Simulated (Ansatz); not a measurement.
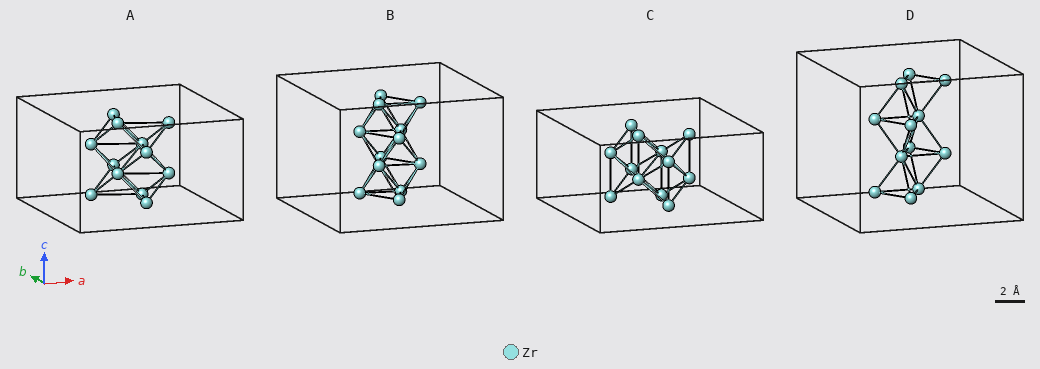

4 geometries from one relaxation of a wire of composition Zr, in shuffled order. A ball-and-stick model of the 2 repeat of the cell, with the vacuum cut short, seen slightly off an axis.

Case: wire along [0 0 1], 6 atoms a period.

Method: Ansatz, DFT PBE, scalar-relativistic, plane waves, PAW. (plane-wave cutoff 420 eV; k-point mesh 1 × 1 × 7; occupations gaussian; smearing width 0.05 eV; no spin polarisation; cell relaxed at fixed a, b, alpha, beta, gamma; force threshold 0.02 eV/Å; at most 45 steps)

Q: Order the frames from highest to lowest energy.

A: D, B, A, C. They are steps 0, 6, 18, 29, at +5.415 eV per cell of the calculation, +1.908 eV per cell of the calculation, +0.572 eV per cell of the calculation relative to the last. Over 24 accepted moves (29 points after the start) the energy falls by 5.415 eV per cell of the calculation. The largest force component goes from 2.7 to 0.013 eV/Å. The line search rejected the trial steps at points 10, 11, 16, 26 of the run. The SCF was repeated once at an unchanged geometry on a basis and grid sized afresh for the cell, which shifted the energy by 1.7 meV per cell of the calculation at most. The largest moves relative to the layer's centre, 1.23 Å, are those of Zr atoms. Along the periodic axis the drawn cell goes c 10.338 → 6.201 Å (−40.0 %). Near-neighbour distances that change, for instance: Zr–Zr 5.169 → 3.100 Å, Zr–Zr 3.233 → 5.028 Å, Zr–Zr 4.540 → 2.853 Å, Zr–Zr 3.233 → 3.568 Å. New bonds form: Zr–Zr (4.54 → 2.85 Å), Zr–Zr (5.17 → 3.10 Å). Bonds break: Zr–Zr (3.23 → 5.03 Å). Bond angles that change, for instance: Zr–Zr–Zr 60.9° → 116.5°, Zr–Zr–Zr 108.3° → 60.5°, Zr–Zr–Zr 108.3° → 63.3°. The run took 2.2 min on 4 threads of Intel(R) Xeon(R) 6975P-C (Granite Rapids), on a shared host, peak memory 1.5 GiB.

Limits of the set-up: the k-point mesh is coarse for a cell with partly filled bands.
